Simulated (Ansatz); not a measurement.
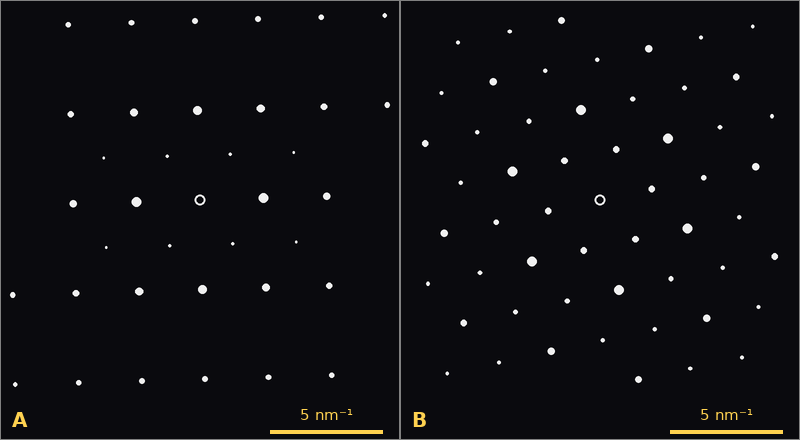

Kinematic electron diffraction patterns (120 kV, B = 0.5 Å², same scale, each along a low-index zone) of two structures of composition RbBr, each relaxed at zero pressure with DFT PBE, scalar-relativistic, plane waves, PAW (Ansatz 0.2.0).

The structures (standard cells):
1. P6_3/mmc (No. 194), a = 4.840 Å, c = 8.506 Å (hexagonal axes), 4 atoms; generated start, possibly hypothetical
2. Fm-3m (No. 225), a = 7.018 Å, 8 atoms; generated start, possibly hypothetical

Question: Which pattern belongs to which structure, and along which zone?

Answer: A is structure 2 along [110] or an equivalent direction: centred rectangular net of -1 1 -1 (weak) at d = 4.05 Å and -1 1 1 (weak) at d = 4.05 Å, 70.5° apart (some points of this net are extinct or too weak to see). B is structure 1 along [001]: hexagonal net of 1 -1 0 at d = 4.19 Å and 1 0 0 at d = 4.19 Å, 60.0° apart.

Question: Rank the structures by their computed energy.

Answer: Structure 2 (Fm-3m, 43.20 Å³ an atom) is the lowest of these; structure 1 (P6_3/mmc, 43.14 Å³ an atom) lies about 25 meV an atom higher. These are static energies at 0 K; other structures, not shown, may lie lower still.
